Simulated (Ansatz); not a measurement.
HC₂₄ (slab)

Input

```
crystal:
  lattice:
    - [4.9299480836, 0.0, 0.0]
    - [-2.4649740418, 4.2694602798, 0.0]
    - [0.0, 0.0, 25.7441730399]
  atoms:
    - { symbol: C, position: [0.0, 0.0, 0.3301718018] }
    - { symbol: C, position: [0.0, 0.5, 0.3301718018] }
    - { symbol: C, position: [0.5, 0.0, 0.3301718018] }
    - { symbol: C, position: [0.5, 0.5, 0.3301718018] }
    - { symbol: C, position: [0.1666666667, 0.3333333333, 0.3301718018] }
    - { symbol: C, position: [0.1666666667, 0.8333333333, 0.3301718018] }
    - { symbol: C, position: [0.6666666667, 0.3333333333, 0.3301718018] }
    - { symbol: C, position: [0.6666666667, 0.8333333333, 0.3301718018] }
    - { symbol: C, position: [0.0, 0.0, 0.4611562586] }
    - { symbol: C, position: [0.0, 0.5, 0.4611562586] }
    - { symbol: C, position: [0.5, 0.0, 0.4611562586] }
    - { symbol: C, position: [0.5, 0.5, 0.4611562586] }
    - { symbol: C, position: [0.3333333333, 0.1666666667, 0.4611562586] }
    - { symbol: C, position: [0.3333333333, 0.6666666667, 0.4611562586] }
    - { symbol: C, position: [0.8333333333, 0.1666666667, 0.4611562586] }
    - { symbol: C, position: [0.8333333333, 0.6666666667, 0.4611562586] }
    - { symbol: C, position: [0.0, 0.0, 0.5921407154] }
    - { symbol: C, position: [0.0, 0.5, 0.5921407154] }
    - { symbol: C, position: [0.5, 0.0, 0.5921407154] }
    - { symbol: C, position: [0.5, 0.5, 0.5921407154] }
    - { symbol: C, position: [0.1666666667, 0.3333333333, 0.5921407154] }
    - { symbol: C, position: [0.1666666667, 0.8333333333, 0.5921407154] }
    - { symbol: C, position: [0.6666666667, 0.3333333333, 0.5921407154] }
    - { symbol: C, position: [0.6666666667, 0.8333333333, 0.5921407154] }
    - { symbol: H, position: [0.6666666667, 0.8333333333, 0.6340919561] }
basis:
  ecutwfc: 420
kpoints:
  mp_grid: { grid: [6, 6, 1] }
hamiltonian:
  xc: pbe
  dispersion: d3bj
scf:
  occupations: { method: gaussian, width: 0.1 }
output:
  forces: true
  eigenvalues: true
  write_density: true
  write_potential: true
  elf: true
  volumetric_format: npy
relax:
  adjacent_minimum: "off"
  f_tol: 0.03
  max_steps: 70
  constraints: [{ sites: [0, 1, 2, 3, 4, 5, 6, 7] }]
efield:
  axis: 3
  dipole_correction: true
```

Command:

```sh
ansatz run input.yaml --threads 2 --pin off --max-ram 5120MiB --backend cpu --events-out ev --progress --plain --runs-dir out
```

The fields are those of the relaxed geometry.

Computed without spin polarisation.

The calculation used DFT PBE+D3(BJ), scalar-relativistic, plane waves, PAW (Ansatz 0.2.0).

The density is the valence pseudo-density of a PAW calculation; it isn't the true density close to the nuclei.

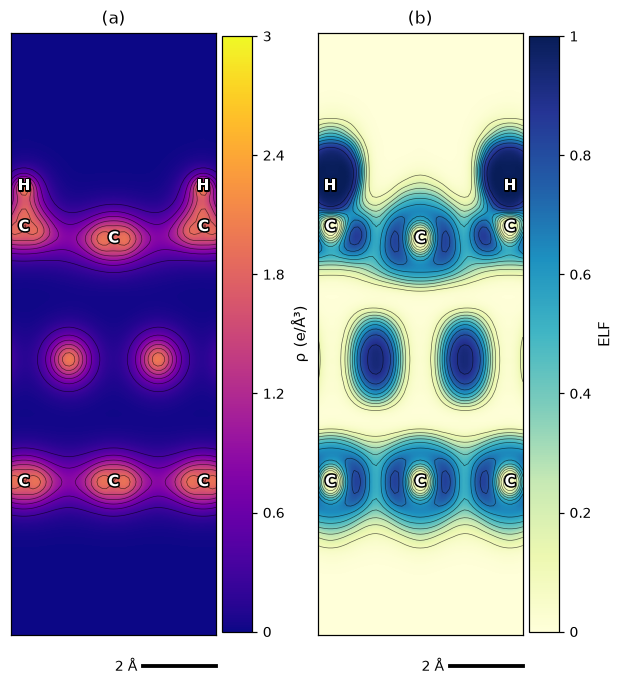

Figure 1. (a) valence pseudo-density; (b) ELF on the (11̄0) plane of the calculation cell, a cut from vacuum to vacuum.

Q: Describe what can be read from this map.

A: The plane passes through C and H nuclei.
Atoms just off the plane (C, 0.7 Å away) can leave unmarked features too.
C–H (1.13 Å): ρ is about 1.8 e/Å³ halfway; the ELF climbs to about 1 towards the hydrogen, as it does in any bond to H: a covalent bond by its length.
The density dies away to nearly zero in the vacuum.

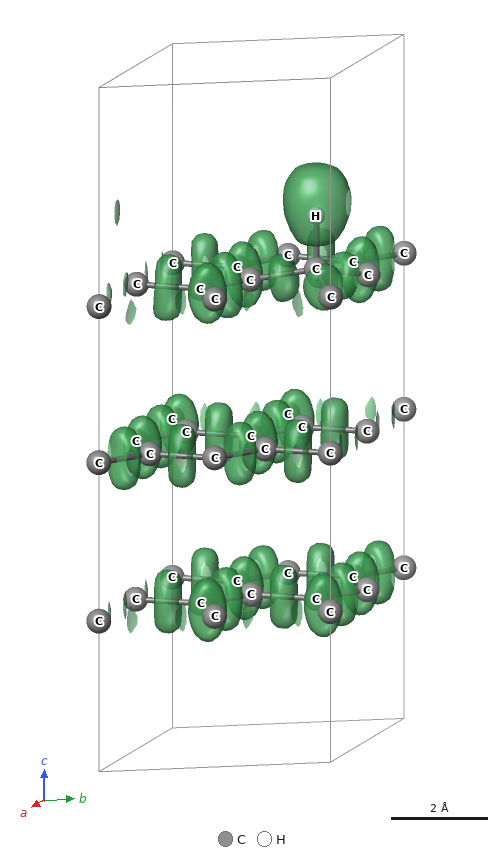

Figure 2. Isosurface of the electron localisation function at 0.8 (green), seen slightly off an axis. Core shells and regions of very low density are left out. Sticks mark near contacts.

Q: Describe the localisation domains.

A: At this value the surface marks out 36 regions between bonded C–C atoms and one region around a hydrogen nucleus, counted in one cell of 25 atoms. Counts are for one cell; the picture repeats the cell along the surface. Profiles from the grid: C–C (1.41 Å): the ELF peaks at about 0.95 between the atoms.

Q: Metal or insulator at this level of theory?

A: It is metallic or semimetallic at this level of theory: no gap opens.
